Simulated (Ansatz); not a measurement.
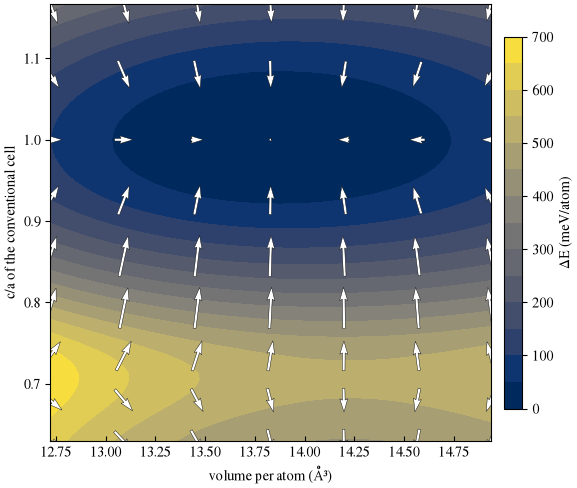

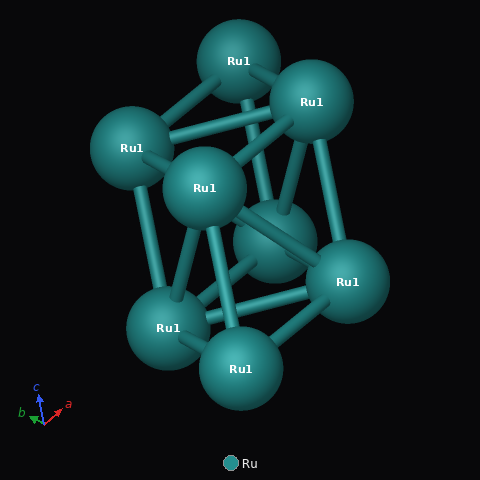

Energy landscape of Ru (Fm-3m, No. 225; 1 atom in the cell). The energy is mapped over volume and the cell's shape. Coordinates scanned: (1) volume per atom; (2) c/a of the conventional cell. Nothing is relaxed (symmetry fixes all fractional coordinates). The grid has 7 × 9 points. Points are written as (first, second). Energies are in meV/atom, from the lowest grid point. All numbers below come from DFT PBE, scalar-relativistic, plane waves, PAW (Ansatz 0.2.0). Settings: cutoff 420 eV, k-mesh 22×22×22, gaussian smearing 0.15 eV, no spin polarisation.

In the figure: filled contours, arrows along the force (downhill), their lengths compressed. Between grid points the surface is interpolated. The second picture is the structure at the lowest point

**Describe this landscape.**

The lowest grid point is at (13.828 Å³, 1.000) [fcc]. It is the only kind of minimum in the scanned range. The highest grid point, (12.722 Å³, 0.680), lies 671 meV/atom above the lowest. Round the minimum the two coordinates are nearly uncoupled.

Grid values (meV/atom):

```csv
"c/a of the conventional cell ↓, volume per atom →",12.722,13.091,13.460,13.828,14.197,14.566,14.935
1.167,319,251,208,189,188,204,235
1.080,152,92,57,45,52,75,112
1.000,100,42,10,0,9,34,72
0.926,150,90,56,44,51,74,111
0.857,298,232,192,175,176,195,227
0.793,503,429,382,357,352,364,390
0.734,665,586,533,503,493,500,521
0.680,671,591,538,508,498,504,525
0.629,620,540,487,457,447,453,475
```

Each point was launched as `ansatz run input.yaml --threads 1 --pin off --max-ram 2048MiB --backend cpu --events-out ev --progress --plain --runs-dir out`. Time for the 63 points that were run: 4.1 min on 1 thread of Intel(R) Xeon(R) 6975P-C (Granite Rapids), on a shared host.
